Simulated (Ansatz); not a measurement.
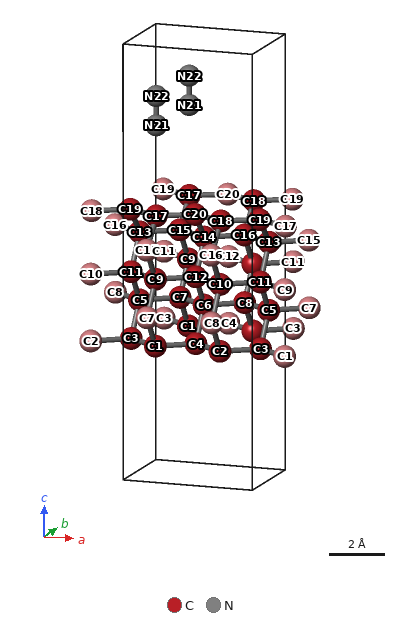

Fig. 1: The structure (ball-and-stick view of the cell of the calculation, with the vacuum cut short, seen slightly off an axis; neighbours outside the cell are drawn fainter; atoms are numbered from 1 in the order of the input). An atom can appear more than once, as a periodic image.

**C10N: single-point calculation**

System: C10N (slab, 22 atoms in the cell).
Method: DFT PBE+D3(BJ), scalar-relativistic, plane waves, PAW, PAW set soft_1, no spin polarisation (Ansatz 0.2.0).

The structure derives from an entry of the Crystallography Open Database. Figures and captions count atoms from 1; the log counts them from 0 in places.

### The input
```yaml
crystal:
  lattice:
    - [5.0304222913, 0.0, 0.0]
    - [0.0, 3.5570457144, 0.0]
    - [0.0, 0.0, 23.3751415636]
  atoms:
    - { symbol: C, position: [0.25, 0.0, 0.1711219583] }
    - { symbol: C, position: [0.75, 0.0, 0.1711219583] }
    - { symbol: C, position: [0.0, 0.25, 0.1711219583] }
    - { symbol: C, position: [0.5, 0.25, 0.1711219583] }
    - { symbol: C, position: [0.0, 0.5, 0.2249229405] }
    - { symbol: C, position: [0.5, 0.5, 0.2249229405] }
    - { symbol: C, position: [0.25, 0.75, 0.2249229405] }
    - { symbol: C, position: [0.75, 0.75, 0.2249229405] }
    - { symbol: C, position: [0.25, 0.0023818349, 0.2785827709] }
    - { symbol: C, position: [0.75, 0.0023818349, 0.2785827709] }
    - { symbol: C, position: [0.0, 0.2476181651, 0.2785827709] }
    - { symbol: C, position: [0.5, 0.2476181651, 0.2785827709] }
    - { symbol: C, position: [0.0, 0.5094747643, 0.3338767234] }
    - { symbol: C, position: [0.5, 0.5094747643, 0.3338767234] }
    - { symbol: C, position: [0.25, 0.7405252357, 0.3338767234] }
    - { symbol: C, position: [0.75, 0.7405252357, 0.3338767234] }
    - { symbol: C, position: [0.25, 0.0286707462, 0.3796829011] }
    - { symbol: C, position: [0.75, 0.0286707462, 0.3796829011] }
    - { symbol: C, position: [0.0, 0.2213292538, 0.3796829011] }
    - { symbol: C, position: [0.5, 0.2213292538, 0.3796829011] }
    - { symbol: "N", position: [0.25, 0.0286707462, 0.5251365657] }
    - { symbol: "N", position: [0.25, 0.0286707462, 0.5721951042] }
basis:
  ecutwfc: 420
kpoints:
  mp_grid: { grid: [5, 8, 1] }
hamiltonian:
  xc: pbe
  pseudopotentials: { kind: paw, azcp: { folder: soft_1 } }
  dispersion: d3bj
scf:
  occupations: { method: gaussian, width: 0.05 }
output:
  forces: true
  eigenvalues: true
efield:
  axis: 3
  dipole_correction: true
  ramp_width: 0.04
```

Machine: 2 threads of Arm Neoverse V1, 24 GiB of memory available, shared host.

Launched with:
```bash
ansatz run input.yaml --threads 2 --pin off --max-ram 6144MiB --backend cpu --events-out ev --progress --plain --runs-dir out
```

### The program's output
```
Engine: ansatz 0.2.0, aarch64-unknown-linux-gnu
Pseudopotentials: kind: paw
Pseudopotential: C, paw, valence charge 4, recommended cutoff 420 eV (normal), [file]
Pseudopotential: N, paw, valence charge 5, recommended cutoff 420 eV (normal), [file]
Functional definition: PBE
  parameter kappa = 0.804
  parameter beta = 0.06672455060314922
  exchange = pbe_x(kappa = kappa, mu = beta*pi^2/3)
  correlation = pbe_c(beta = beta)
Crystal: 22 atoms, lattice volume = 418.262 Å³
Basis set: ecut = 420 eV, 8157 PW (Γ), exchange–correlation on 72×48×320 points (8 copies of the dense FFT grid, shifted against one another)
Bands: 67, of which v1, the nominal top of the filled ones, is band 45 counted from 1 (44 counted from 0)
Symmetry: 2 space group operations
Space group: Pm (ITA 6), of the structure as read, at distance tolerance 7.5e-5 Å
k-points: 15 of 40 (time reversal used)
Non-local potential: C, projectors of the file, l = 0: 2, l = 1: 2, l = 2: 1
Non-local potential: N, projectors of the file, l = 0: 2, l = 1: 2, l = 2: 1
PAW form: soft (Blöchl's): semilocal exchange-correlation on the pseudo side does not see the compensation charge
PAW one-centre angular grid: C, 110 points (default); XC on 64 Gauss nodes
PAW one-centre angular grid: N, 110 points (default); XC on 64 Gauss nodes
Initial wavefunctions: pseudopotential atomic-orbital guess
Functional: x = pbe(κ = 0.804, μ = 0.2195149727645171), c = pbe(β = 0.06672455060314922)
SCF iter   1: F=—  HF=-5781.080035 eV  |F-HF|=—  |Δ(HF+E_count)|=         —  Δρ=7.84e-2  dr2=2.07e1  ethr=3.10e-3  p=-0.000 e·Å  D=-6.01e-7 V/Å  ΔV_dip=0.00 eV  dr2_dipole=2.55e-1  V_vac-E_F(+/−)=8.38/8.38 eV  ⟨swp⟩=8.6  Hψ=6203  notcnv=0  defer=103
efield: sawtooth ramp at fractional position 0.8517 (placed from the atoms, in the widest stretch of the axis that holds none; the zero of the levels goes with the place), width 0.0400; the density the first Hamiltonian is built on has a dipole p = -0.000 e·Å; the dipole correction subtracts the counter field D = -6.01e-7 V/Å, which shifts the + side's vacuum level by +0.00 eV against the − side's; the planar-averaged density in the ramp window peaks in size at 9.4e-7 e/Å³
preconditioner: auto → LDOS  [insulator: Δε(μ)=0.058 eV  Ē_g=15.564 eV  σ=0.050 eV  W_gap=0.59  n_scr=58 (ndim 8)  ℏωp=17.2 eV  f_vac=0.557  D(μ)=3.73/eV (n_scr^D=10)  ε∞_Penn≈2.2  β→1.0]
SCF iter   2: F=—  HF=-5775.858389 eV  |F-HF|=—  |Δ(HF+E_count)|=    5.22e0  Δρ=3.59e-2  dr2=1.59e1  ethr=3.10e-3  p=0.293 e·Å  D=1.27e-1 V/Å  ΔV_dip=-2.96 eV  dr2_dipole=2.12e0  V_vac-E_F(+/−)=3.31/6.27 eV  ⟨swp⟩=5.8  Hψ=2817  notcnv=0  defer=235
SCF iter   3: F=—  HF=-5773.957027 eV  |F-HF|=—  |Δ(HF+E_count)|=    1.90e0  Δρ=5.84e-3  dr2=2.02e-1  ethr=3.10e-3  p=0.093 e·Å  D=4.02e-2 V/Å  ΔV_dip=-0.94 eV  dr2_dipole=9.63e-3  V_vac-E_F(+/−)=5.63/6.57 eV  ⟨swp⟩=4.4  Hψ=2383  notcnv=0  defer=239
SCF iter   4: F=—  HF=-5773.949078 eV  |F-HF|=—  |Δ(HF+E_count)|=   7.95e-3  Δρ=2.87e-3  dr2=4.43e-2  ethr=2.25e-4  p=0.102 e·Å  D=4.43e-2 V/Å  ΔV_dip=-1.04 eV  dr2_dipole=5.47e-3  V_vac-E_F(+/−)=5.26/6.30 eV  ⟨swp⟩=3.0  Hψ=1636  notcnv=0  defer=240
SCF iter   5: F=—  HF=-5773.971780 eV  |F-HF|=—  |Δ(HF+E_count)|=   2.27e-2  Δρ=5.53e-3  dr2=1.61e-1  ethr=4.93e-5  p=0.049 e·Å  D=2.14e-2 V/Å  ΔV_dip=-0.50 eV  dr2_dipole=4.10e-3  V_vac-E_F(+/−)=5.69/6.19 eV  ⟨swp⟩=3.0  Hψ=1903  notcnv=0  defer=240  recentre
SCF iter   6: F=—  HF=-5773.942602 eV  |F-HF|=—  |Δ(HF+E_count)|=   2.92e-2  Δρ=8.08e-4  dr2=4.05e-3  ethr=4.93e-5  p=0.077 e·Å  D=3.33e-2 V/Å  ΔV_dip=-0.78 eV  dr2_dipole=7.16e-5  V_vac-E_F(+/−)=5.38/6.16 eV  ⟨swp⟩=3.0  Hψ=1968  notcnv=0  defer=240
SCF iter   7: F=—  HF=-5773.942391 eV  |F-HF|=—  |Δ(HF+E_count)|=   2.12e-4  Δρ=3.01e-4  dr2=6.78e-4  ethr=4.50e-6  p=0.064 e·Å  D=2.78e-2 V/Å  ΔV_dip=-0.65 eV  dr2_dipole=5.35e-5  V_vac-E_F(+/−)=5.42/6.07 eV  ⟨swp⟩=2.0  Hψ=1441  notcnv=0  defer=240
SCF iter   8: F=—  HF=-5773.942426 eV  |F-HF|=—  |Δ(HF+E_count)|=   3.57e-5  Δρ=8.62e-5  dr2=5.82e-5  ethr=7.54e-7  p=0.061 e·Å  D=2.63e-2 V/Å  ΔV_dip=-0.62 eV  dr2_dipole=3.06e-6  V_vac-E_F(+/−)=5.42/6.04 eV  ⟨swp⟩=2.8  Hψ=1425  notcnv=0  defer=240
SCF iter   9: F=—  HF=-5773.942644 eV  |F-HF|=—  |Δ(HF+E_count)|=   2.17e-4  Δρ=2.58e-5  dr2=2.99e-6  ethr=6.46e-8  p=0.060 e·Å  D=2.61e-2 V/Å  ΔV_dip=-0.61 eV  dr2_dipole=1.20e-8  V_vac-E_F(+/−)=5.42/6.03 eV  ⟨swp⟩=2.0  Hψ=1338  notcnv=0  defer=240
SCF iter  10: F=—  HF=-5773.942646 eV  |F-HF|=—  |Δ(HF+E_count)|=   2.35e-6  Δρ=8.25e-6  dr2=2.37e-7  ethr=3.32e-9  p=0.060 e·Å  D=2.61e-2 V/Å  ΔV_dip=-0.61 eV  dr2_dipole=4.70e-9  V_vac-E_F(+/−)=5.42/6.03 eV  ⟨swp⟩=2.1  Hψ=1445  notcnv=0  defer=240
SCF iter  11: F=-5773.942647 eV  HF=-5773.942647 eV  |F-HF|=4.02e-8  |Δ(HF+E_count)|=   5.02e-7  Δρ=3.24e-6  dr2=5.59e-8  ethr=1.11e-10  p=0.060 e·Å  D=2.61e-2 V/Å  ΔV_dip=-0.61 eV  dr2_dipole=4.72e-9  V_vac-E_F(+/−)=5.42/6.03 eV  ⟨swp⟩=37.2  Hψ=10693  notcnv=0
SCF 1 converged in 11 iterations: F = -5773.942647 eV  dr2 = 5.59e-8
  greatest PAW one-centre occupation: 0.860 electrons in one spin orbital (limit 2), on the N atom at site 20 (counted from 0), in its partial waves of l = 0
```

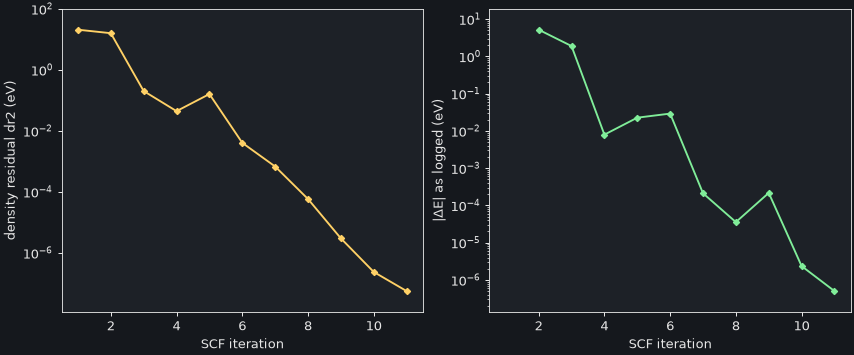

Fig. 2: Convergence of the self-consistent field: density residual dr2 and size of the energy change against the SCF iteration. The residual comes down, with one marked jump up, by a factor of about 4, at step 5.

```
SCF converged after 11 iterations
Free energy (F): -5773.942647 eV
Harris-Foulkes:  -5773.942647 eV  (|F-HF|=4.02e-8)
Internal energy: -5773.937619 eV  (E = F + TS)
E sigma→0 (E₀):  -5773.940133 eV
Entropy (-TS):   -0.005028 eV (-0.229 meV/atom)
Fermi energy:    0.071293 eV
Dipole field:    D = 0.026133 V/Å  (p = 0.060406 e·Å, saw-weighted, corrected)
Work function:   Φ+ = 5.4218 eV   Φ− = 6.0327 eV
Levels:          The Fermi level and band energies are counted from a zero that moves with the ramp; work functions are not
--- Per-component energies (eV) ---
  E_band       = -797.191962
  E_kinetic    = 2016.527952
  E_local      = -67301.607908  (includes V_loc(G=0)·N_el)
  E_nonlocal   = 538.354871
  E_hartree    = 32721.879995
  E_xc         = -1055.317698
  E_vxc        = -1304.545405  (∫ρ·V_xc dr)
  E_paw        = -2254.237774  (= ΣΔE_a)
  E_vpaw       = -193.201294  (= ΣTr[D̂ρ^β])
  E_aug_tail   = 0.002044  (compensation charges beyond the density's cutoff)
  E_efield     = 0.000789  (sawtooth field / dipole correction)
  E_vefield    = 3.515070  (∫n·V_field dr)
  E_ewald      = 29563.560746
  E_disp       = -3.100636  (pairwise vdW)
  E_smearing   = -0.005028  (= −TS)
  E_closure    = 0.000000  (closes the sum)
  Σ components = -5773.942647   (vs F -5773.942647, Δ=0.00e0)
--- Forces (eV/Å), atoms counted from 1 ---
  atom   1  C      0.00000000     4.26999724     0.96469792
  atom   2  C      0.00000000     4.27494964     0.96963353
  atom   3  C     -0.00160404    -4.27305105     0.96736048
  atom   4  C      0.00160404    -4.27305105     0.96736048
  atom   5  C     -0.00053044     1.06006808    -0.97114117
  atom   6  C      0.00053044     1.06006808    -0.97114117
  atom   7  C     -0.00000000    -1.06194861    -0.96570239
  atom   8  C     -0.00000000    -1.05975703    -0.97567353
  atom   9  C      0.00000000     0.00557684    -0.00764926
  atom  10  C      0.00000000     0.00177073     0.00830650
  atom  11  C      0.00012064     0.00061926    -0.00162029
  atom  12  C     -0.00012064     0.00061926    -0.00162029
  atom  13  C      0.00780908    -0.00205677    -0.00262134
  atom  14  C     -0.00780908    -0.00205677    -0.00262134
  atom  15  C     -0.00000000     0.00163463     0.01485041
  atom  16  C     -0.00000000    -0.00947572    -0.00412120
  atom  17  C      0.00000000     0.01183157    -0.07143104
  atom  18  C      0.00000000    -0.00272506     0.02769988
  atom  19  C      0.00308125     0.00240514     0.01488534
  atom  20  C     -0.00308125     0.00240514     0.01488534
  atom  21  N     -0.00000000    -0.01099660    -0.29167251
  atom  22  N      0.00000000     0.00312259     0.31715632
  max |Σ_I F_I| component: 1.79e-4 eV/Å
--- Band table (eV; the first three rows and the last of 15) ---
  k-point 0: bands = ["-22.9826", "-21.4525", "-19.5765", "-17.0049", "-17.0043", "-16.5372", "-15.2340", "-15.2335", "-13.7401", "-13.0203", "-12.6708", "-12.3390", "-12.3385", "-10.9477", "-9.8804", "-9.8796", "-9.0712", "-9.0711", "-8.7499", "-8.3390", "-7.9899", "-7.8743", "-7.8739", "-7.6670", "-7.0976", "-7.0974", "-6.7613", "-6.4059", "-6.0985", "-6.0251", "-6.0244", "-6.0098", "-5.3478", "-5.1581", "-4.9543", "-4.9537", "-4.8764", "-3.7565", "-3.4115", "-1.9999", "-1.2773", "-0.7290", "-0.6396", "-0.6355", "0.0296", "0.0330", "0.2071", "1.5801", "3.2471", "3.4180", "3.7436", "4.7988", "4.8344", "5.4339", "5.4358", "5.5133", "5.5494", "6.2387", "6.3312", "6.3316", "6.3608", "6.4673", "6.7311", "7.4290", "7.5337", "8.2465", "8.2722"]
  k-point 1: bands = ["-22.9769", "-21.3093", "-19.4391", "-16.8804", "-16.8797", "-16.4338", "-15.1184", "-15.1179", "-14.7736", "-13.9992", "-12.2663", "-12.2657", "-11.3699", "-10.9451", "-10.4598", "-10.4593", "-9.8414", "-9.8412", "-9.1860", "-8.3162", "-7.7911", "-7.3155", "-7.3151", "-6.8411", "-6.7536", "-6.7534", "-6.6340", "-6.3937", "-6.2987", "-6.2106", "-6.2093", "-6.1988", "-5.2454", "-5.1035", "-4.8208", "-4.8202", "-4.4255", "-3.8763", "-3.4145", "-2.1978", "-1.0535", "-0.8140", "-0.5794", "-0.5758", "-0.1477", "0.1485", "0.1525", "1.4919", "2.9609", "3.2706", "3.5832", "4.8400", "5.0179", "5.6963", "5.7864", "5.8583", "5.8624", "6.2416", "6.2421", "6.4371", "6.6928", "6.7563", "6.9838", "7.3882", "7.6215", "8.3654", "8.5136"]
  k-point 2: bands = ["-22.9632", "-20.8817", "-19.0304", "-16.5216", "-16.5209", "-16.4422", "-16.1543", "-15.0204", "-14.7876", "-14.7870", "-12.1135", "-12.1129", "-11.7537", "-11.7534", "-11.4011", "-10.7048", "-10.6797", "-10.6796", "-9.0619", "-8.2664", "-7.2472", "-7.2471", "-7.1727", "-6.8336", "-6.8330", "-6.4187", "-6.3641", "-6.2813", "-6.2602", "-5.9905", "-5.4955", "-5.4944", "-5.0126", "-4.9509", "-4.7080", "-4.7076", "-4.0118", "-3.4834", "-3.3373", "-2.7320", "-1.7352", "-0.7493", "-0.3917", "-0.3892", "-0.1228", "0.4096", "0.4137", "1.0349", "2.0957", "3.2379", "3.3278", "5.0483", "5.5284", "6.2113", "6.3373", "6.3415", "6.4097", "6.7378", "7.0328", "7.1735", "7.1737", "7.3826", "7.5602", "7.7691", "8.0951", "8.7075", "8.7372"]
  k-point 14: bands = ["-22.9431", "-18.6333", "-18.3231", "-17.7685", "-17.4686", "-16.8468", "-16.6525", "-16.0113", "-15.8301", "-14.8549", "-14.0493", "-11.5086", "-10.8121", "-10.5749", "-10.3428", "-10.3020", "-9.9063", "-9.1784", "-8.4582", "-8.2313", "-8.2116", "-8.1707", "-7.9248", "-7.5063", "-6.9995", "-6.9075", "-6.6796", "-6.6518", "-6.3534", "-6.2434", "-5.9922", "-5.4112", "-4.9062", "-4.5720", "-4.4528", "-4.1419", "-3.8993", "-3.7801", "-3.6196", "-3.3960", "-3.3887", "-0.4372", "-0.4029", "-0.0060", "0.0564", "0.1163", "0.1495", "1.4845", "1.5450", "2.8474", "3.3112", "7.3836", "7.8081", "7.8478", "7.8610", "8.0053", "8.2647", "8.2946", "8.3617", "8.4449", "8.7846", "8.8222", "8.8902", "8.9334", "9.0902", "9.1331", "9.3019"]
```

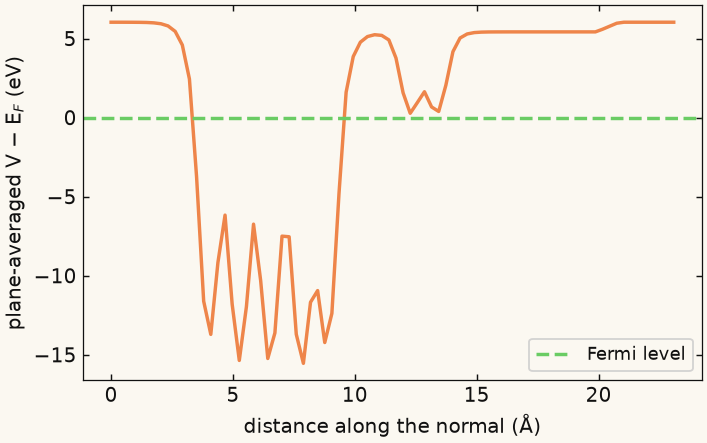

Fig. 3: Plane average of the electrostatic potential energy of an electron across the cell, from the Fermi level. The vacuum level lies 5.42 eV above the Fermi level on the upper side and 6.03 eV on the lower.

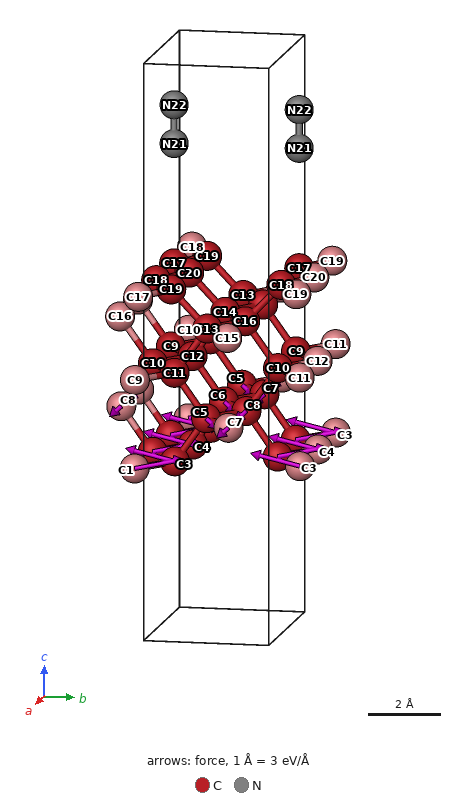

Fig. 4: Forces on the atoms as pink arrows (ball-and-stick view of the cell of the calculation, with the vacuum cut short, seen slightly off an axis; neighbours outside the cell are drawn fainter; atoms are numbered from 1 in the order of the input); the smallest are left out. The largest act on C1, C2, C3, C4 (4.38 eV/Å); C5, C6, C7, C8 (1.44 eV/Å). The geometry is not a stationary point of this energy.

### Summary

- outcome: converged
- electrons treated: 90
- free energy: −5773.9426 eV
- work function, top face: 5.42 eV
- work function, bottom face: 6.03 eV
- Fermi energy: 0.071 eV
- gap on the k-point mesh: none (metallic)
- work function (upper face): 5.42 eV
- largest force (length of the vector): 4.384 eV/Å
- wall time: 26 s (CPU time 51 s)
- peak memory: 0.78 GiB
